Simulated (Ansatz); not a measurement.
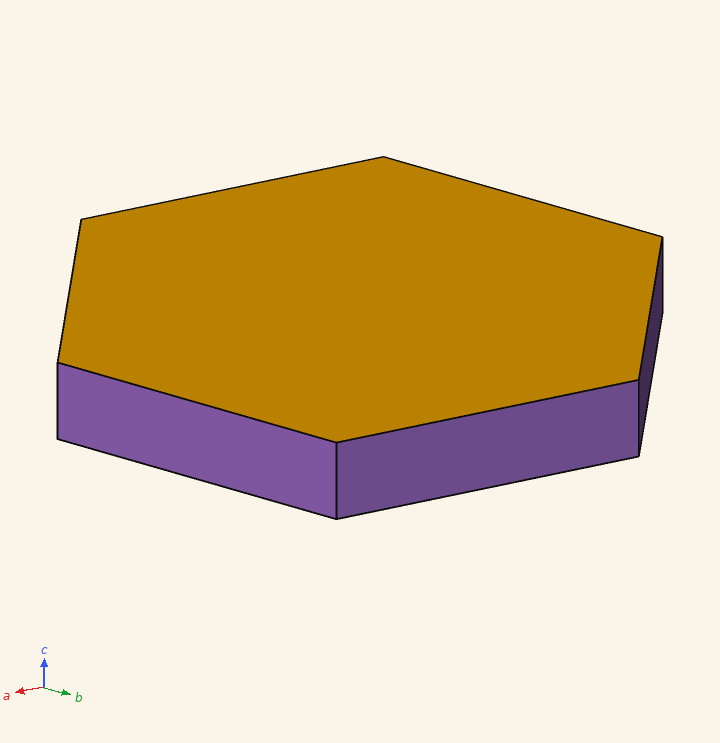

The shape was computed with the Donnay–Harker form of the Bravais–Friedel law: planes with larger spacing d grow more slowly and so show as larger faces; centring, glide planes and screw axes halve or divide d. Faces of one form share a colour. Cell of WS2: space group P-6m2 (No. 187), a = 3.154 Å, b = 3.154 Å, c = 18.811 Å, α = 90.00°, β = 90.00°, γ = 120.00°. Origin: the end point of a relaxation with DFT PBE+D3(BJ), scalar-relativistic, plane waves, PAW (Ansatz). Forms under 0.4 % of the area are left out. Forms are taken in the Laue class: a face and its opposite count as one form.

### Index the forms that can be seen.

yellow: {001} (d = 18.81 Å, 77 % of the area); purple: {100} (d = 2.73 Å, 23 % of the area).
